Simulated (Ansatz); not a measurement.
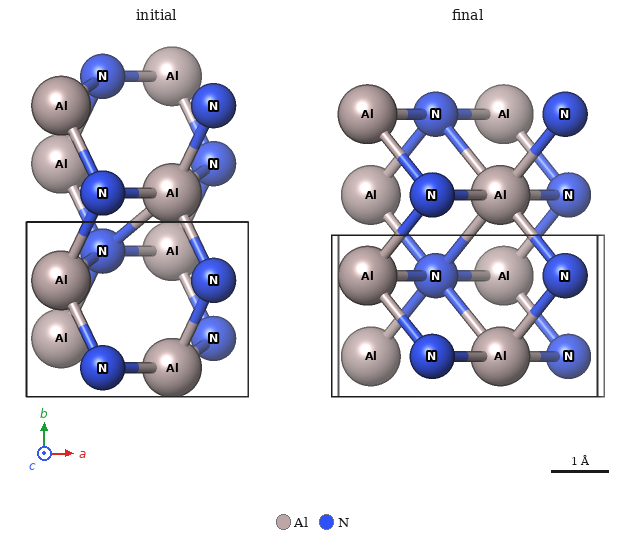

The structure of crystalline AlN (a generated structure, set up in Cc) (coarse preliminary run) before (left) and after (right) a relaxation, at one scale.

A ball-and-stick model of the conventional cell (2 times the calculation's cell), repeated 1 × 2 × 1 with one cell outlined, seen along the c axis. Lengths and directions refer to the drawn axes.

Level of theory: DFT PBE, scalar-relativistic, plane waves, PAW (Ansatz 0.2.0). Settings: plane-wave cutoff 420 eV; k-point mesh 8 × 8 × 4; occupations gaussian; smearing width 0.1 eV; no spin polarisation; cell and atoms relaxed; force threshold 0.04 eV/Å; at most 70 steps.

Question: Summarise the run.

Answer: The largest moves relative to the cell, 0.29 Å, are those of Al and N atoms. Largest moves by element: Al 0.29 Å, N 0.29 Å. The drawn cell changes as follows: a 4.186 → 4.985 Å (+19.1 %), b 3.115 → 2.879 Å (−7.6 %), c 4.741 → 4.985 Å (+5.1 %), β 109.2° → 109.5°; the volume changes by +15.5 %. Among the contacts that change: Al–N 2.602 → 2.035 Å, Al–N 1.871 → 2.035 Å. New bonds form: Al–N (2.60 → 2.04 Å). Bond angles that change, for instance: N–Al–N 114.5° → 90.0°, Al–N–Al 114.5° → 90.0°, N–Al–N 156.7° → 180.0°. The space group (tolerance 0.01 Å) goes from Cc (No. 9) to Fm-3m (No. 225). After 7 accepted moves (9 points after the start) the energy has fallen by 705 meV per atom. Largest force component: 0.89 eV/Å at the start, 0.00016 eV/Å at the end. The pressure goes from 73.18 to 0.01 GPa. At 2 points the geometry stayed and the basis and grid were re-selected for the new cell (energy shift of 26.4 meV per atom at most each time). Cost: 100 s on 1 thread of Intel(R) Xeon(R) Processor @ 2.50GHz (Skylake/Cascade Lake), with other jobs on the host, peak memory 0.35 GiB.
